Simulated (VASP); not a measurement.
## Run report: B, geometry relaxation (part 2 of 2)

B (1 atom in the cell); Kohn-Sham DFT of a periodic cell, PBE with MBD-FI, VASP PAW PBE potentials, recommended, no spin polarisation (VASP 6.6.1); cutoff 600 eV, 14×14×14 k-mesh, fermi-dirac of 0.05 eV. The structure was built on a prototype by a generator; it need not be a known phase. It belongs to a series of runs on one base structure; here: dispersion = MBD-FI.

Geometry of the input (Å; fractional positions):
```
1.8852  0.0000  0.0000
0.0000  1.8852  0.0000
0.0000  0.0000  1.8852
B  0.5000  0.5000  0.5000
```

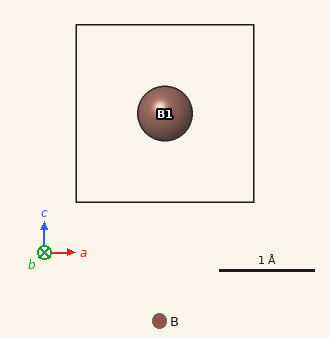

*The geometry at step 2 of the log (ball-and-stick view of the cell of the calculation, along the b axis; atoms are numbered from 1 in the order of the input).*

Parts of OUTCAR, continued:
```
------------------------ aborting loop because EDIFF is reached ----------------------------------------

  Hirshfeld charges:
            ion         q(e)
   ------------------------------
      1     B           0.000

  Tkatchenko/Scheffler method for vdW energy calculation

  Edisp (eV):   -0.33039

  FORCE on cell =-STRESS in cart. coord.  units (eV):
  Direction    XX          YY          ZZ          XY          YZ          ZX
  --------------------------------------------------------------------------------------
  -------------------------------------------------------------------------------------
  Total      -0.26528    -0.26528    -0.26528    -0.00000    -0.00000    -0.00000
  in kB     -63.43418   -63.43418   -63.43418    -0.00000    -0.00000    -0.00000
  external pressure =      -63.43 kB  Pullay stress =        0.00 kB

 VOLUME and BASIS-vectors are now :
 -----------------------------------------------------------------------------
  energy-cutoff  :      600.00
  volume of cell :        6.70
      direct lattice vectors                 reciprocal lattice vectors
     1.885240000  0.000000000  0.000000000     0.530436443  0.000000000  0.000000000
     0.000000000  1.885240000  0.000000000     0.000000000  0.530436443  0.000000000
     0.000000000  0.000000000  1.885240000     0.000000000  0.000000000  0.530436443

 POSITION                                       TOTAL-FORCE (eV/Angst)
 -----------------------------------------------------------------------------------
      0.94262      0.94262      0.94262         0.000000      0.000000      0.000000
 -----------------------------------------------------------------------------------
    total drift:                                0.000000      0.000000      0.000000

  FREE ENERGIE OF THE ION-ELECTRON SYSTEM (eV)
  ---------------------------------------------------
  free  energy   TOTEN  =        -5.9335319547 eV

  energy  without entropy=       -5.9288563408  energy(sigma->0) =       -5.93119415

--------------------------------------- Ionic step        2  -------------------------------------------

 number of electron       3.0000000 magnetization

------------------------ aborting loop because EDIFF is reached ----------------------------------------

  Tkatchenko/Scheffler method for vdW energy calculation

  Edisp (eV):   -0.34076

  FORCE on cell =-STRESS in cart. coord.  units (eV):
  Direction    XX          YY          ZZ          XY          YZ          ZX
  --------------------------------------------------------------------------------------
  -------------------------------------------------------------------------------------
  Total       0.12049     0.12049     0.12049     0.00000    -0.00000     0.00000
  in kB      29.94668    29.94668    29.94668     0.00000    -0.00000     0.00000
  external pressure =       29.95 kB  Pullay stress =        0.00 kB

 VOLUME and BASIS-vectors are now :
 -----------------------------------------------------------------------------
  energy-cutoff  :      600.00
  volume of cell :        6.45
      direct lattice vectors                 reciprocal lattice vectors
     1.861112602 -0.000000000 -0.000000000     0.537313002  0.000000000  0.000000000
    -0.000000000  1.861112602  0.000000000     0.000000000  0.537313002  0.000000000
    -0.000000000 -0.000000000  1.861112602     0.000000000 -0.000000000  0.537313002

 POSITION                                       TOTAL-FORCE (eV/Angst)
 -----------------------------------------------------------------------------------
      0.93056      0.93056      0.93056        -0.000000     -0.000000      0.000000
 -----------------------------------------------------------------------------------
    total drift:                                0.000000      0.000000      0.000000

  FREE ENERGIE OF THE ION-ELECTRON SYSTEM (eV)
  ---------------------------------------------------
  free  energy   TOTEN  =        -5.9358806210 eV

  energy  without entropy=       -5.9313556759  energy(sigma->0) =       -5.93361815

--------------------------------------- Ionic step        3  -------------------------------------------

 number of electron       3.0000000 magnetization

------------------------ aborting loop because EDIFF is reached ----------------------------------------

  Tkatchenko/Scheffler method for vdW energy calculation

  Edisp (eV):   -0.33708

  FORCE on cell =-STRESS in cart. coord.  units (eV):
  Direction    XX          YY          ZZ          XY          YZ          ZX
  --------------------------------------------------------------------------------------
  -------------------------------------------------------------------------------------
  Total      -0.01919    -0.01919    -0.01919    -0.00000     0.00000    -0.00000
  in kB      -4.70420    -4.70420    -4.70420    -0.00000     0.00000    -0.00000
  external pressure =       -4.70 kB  Pullay stress =        0.00 kB

 VOLUME and BASIS-vectors are now :
 -----------------------------------------------------------------------------
  energy-cutoff  :      600.00
  volume of cell :        6.54
      direct lattice vectors                 reciprocal lattice vectors
     1.869609364 -0.000000000 -0.000000000     0.534871091  0.000000000  0.000000000
    -0.000000000  1.869609364  0.000000000     0.000000000  0.534871091  0.000000000
    -0.000000000 -0.000000000  1.869609364     0.000000000 -0.000000000  0.534871091

 POSITION                                       TOTAL-FORCE (eV/Angst)
 -----------------------------------------------------------------------------------
      0.93480      0.93480      0.93480        -0.000000     -0.000000      0.000000
 -----------------------------------------------------------------------------------
    total drift:                                0.000000      0.000000      0.000000

  FREE ENERGIE OF THE ION-ELECTRON SYSTEM (eV)
  ---------------------------------------------------
  free  energy   TOTEN  =        -5.9367727872 eV

  energy  without entropy=       -5.9321987928  energy(sigma->0) =       -5.93448579

--------------------------------------- Ionic step        4  -------------------------------------------

 number of electron       3.0000000 magnetization

 Free energy of the ion-electron system (eV)
  ---------------------------------------------------
  ext. energy  EPLUGINS =         0.00000000
  ---------------------------------------------------
  free energy    TOTEN  =        -5.59918121 eV

  energy without entropy =       -5.59461407  energy(sigma->0) =       -5.59689764

 E-fermi :   7.2477     XC(G=0): -12.4917     alpha+bet :-17.0155

 val. band max:        7.1875104359   @ k =   0.4286   0.2857   0.2857
 cond. band min:       7.2682820031   @ k =   0.4286   0.4286   0.2143
 fundamental gap:      0.0807715672
 Fermi energy:         7.2477379661

 k-point     1 :       0.0000    0.0000    0.0000
  band No.  band energies     occupation
      1      -8.7456      2.00000
      2      21.2005      0.00000
      3      21.2005      0.00000
      4      21.2005      0.00000
      5      31.6715      0.00000

 k-point     2 :       0.0714    0.0000    0.0000
  band No.  band energies     occupation
      1      -8.5696      2.00000
      2      19.4521      0.00000
      3      21.3495      0.00000
      4      21.3495      0.00000
      5      31.8785      0.00000

 k-point     3 :       0.1429    0.0000    0.0000
  band No.  band energies     occupation
      1      -8.0422      2.00000
      2      16.0223      0.00000
      3      21.7844      0.00000
      4      21.7844      0.00000
      5      32.4944      0.00000

 k-point     4 :       0.2143    0.0000    0.0000
  band No.  band energies     occupation
      1      -7.1656      2.00000
      2      12.3638      0.00000
      3      22.4668      0.00000
      4      22.4668      0.00000
      5      33.5075      0.00000

 k-point     5 :       0.2857    0.0000    0.0000
  band No.  band energies     occupation
      1      -5.9450      2.00000
      2       8.8624      0.00000
      3      23.3196      0.00000
      4      23.3196      0.00000
      5      34.8879      0.00000

 [... the levels of 18 k-points are left out ...]

 k-point    24 :       0.3571    0.2143    0.0000
  band No.  band energies     occupation
      1      -2.8193      2.00000
      2       6.6986      1.99997
      3      17.4848      0.00000
      4      25.3482      0.00000
      5      29.8004      0.00000

 [... further k-points ...]

------------------------ aborting loop because EDIFF is reached ----------------------------------------

  Tkatchenko/Scheffler method for vdW energy calculation

  Edisp (eV):   -0.33757

  FORCE on cell =-STRESS in cart. coord.  units (eV):
  Direction    XX          YY          ZZ          XY          YZ          ZX
  --------------------------------------------------------------------------------------
  -------------------------------------------------------------------------------------
  Total      -0.00150    -0.00150    -0.00150    -0.00000     0.00000    -0.00000
  in kB      -0.36861    -0.36861    -0.36861    -0.00000     0.00000    -0.00000
  external pressure =       -0.37 kB  Pullay stress =        0.00 kB

 VOLUME and BASIS-vectors are now :
 -----------------------------------------------------------------------------
  energy-cutoff  :      600.00
  volume of cell :        6.52
      direct lattice vectors                 reciprocal lattice vectors
     1.868442154 -0.000000000 -0.000000000     0.535205223  0.000000000  0.000000000
    -0.000000000  1.868442154  0.000000000     0.000000000  0.535205223  0.000000000
    -0.000000000 -0.000000000  1.868442154     0.000000000 -0.000000000  0.535205223

 POSITION                                       TOTAL-FORCE (eV/Angst)
 -----------------------------------------------------------------------------------
      0.93422      0.93422      0.93422        -0.000000     -0.000000      0.000000
 -----------------------------------------------------------------------------------
    total drift:                                0.000000      0.000000      0.000000

  FREE ENERGIE OF THE ION-ELECTRON SYSTEM (eV)
  ---------------------------------------------------
  free  energy   TOTEN  =        -5.9367463868 eV

  energy  without entropy=       -5.9321792450  energy(sigma->0) =       -5.93446282

 reached required accuracy - stopping structural energy minimisation
```

CONTCAR:
```
B
   1.00000000000000
     1.8684421539033753   -0.0000000000000000   -0.0000000000000000
    -0.0000000000000000    1.8684421539033753    0.0000000000000000
    -0.0000000000000000   -0.0000000000000000    1.8684421539033753
  B
     1
Direct
     0.5000000000000000    0.5000000000000000    0.5000000000000000

  0.00000000E+00  0.00000000E+00  0.00000000E+00
```

Trajectory as extended XYZ (Å, eV, eV/Å), 4 frames, from step=0 to step=3:
```
1
Lattice="1.8852 0.0000 0.0000 0.0000 1.8852 0.0000 0.0000 0.0000 1.8852" Properties=species:S:1:pos:R:3:forces:R:3 step=0 energy=-5.93353
B     0.9426    0.9426    0.9426    0.0000   0.0000   0.0000
1
Lattice="1.8611 -0.0000 -0.0000 -0.0000 1.8611 0.0000 -0.0000 -0.0000 1.8611" Properties=species:S:1:pos:R:3:forces:R:3 step=1 energy=-5.93588
B     0.9306    0.9306    0.9306    0.0000   0.0000   0.0000
1
Lattice="1.8696 -0.0000 -0.0000 -0.0000 1.8696 0.0000 -0.0000 -0.0000 1.8696" Properties=species:S:1:pos:R:3:forces:R:3 step=2 energy=-5.93677
B     0.9348    0.9348    0.9348    0.0000   0.0000   0.0000
1
Lattice="1.8684 -0.0000 -0.0000 -0.0000 1.8684 0.0000 -0.0000 -0.0000 1.8684" Properties=species:S:1:pos:R:3:forces:R:3 step=3 energy=-5.93675
B     0.9342    0.9342    0.9342    0.0000   0.0000   0.0000
```

Results in brief:

- outcome: converged
- space group (tolerance 0.01 Å): Pm-3m (221)
- electrons treated: 3
- free energy: −5.9367 eV
- dispersion energy: −0.3376 eV
- Fermi energy: 7.248 eV
- gap on the k-point mesh: none (metallic)
- pressure: −0.04 GPa
- final volume: 6.52 Å³
- largest force (length of the vector) at the end: under 0.001 eV/Å
- final cell: a = 1.868 Å, b = 1.868 Å, c = 1.868 Å, α = 90.00°, β = 90.00°, γ = 90.00°
- wall time: 1.9 min
- peak memory: 0.07 GiB
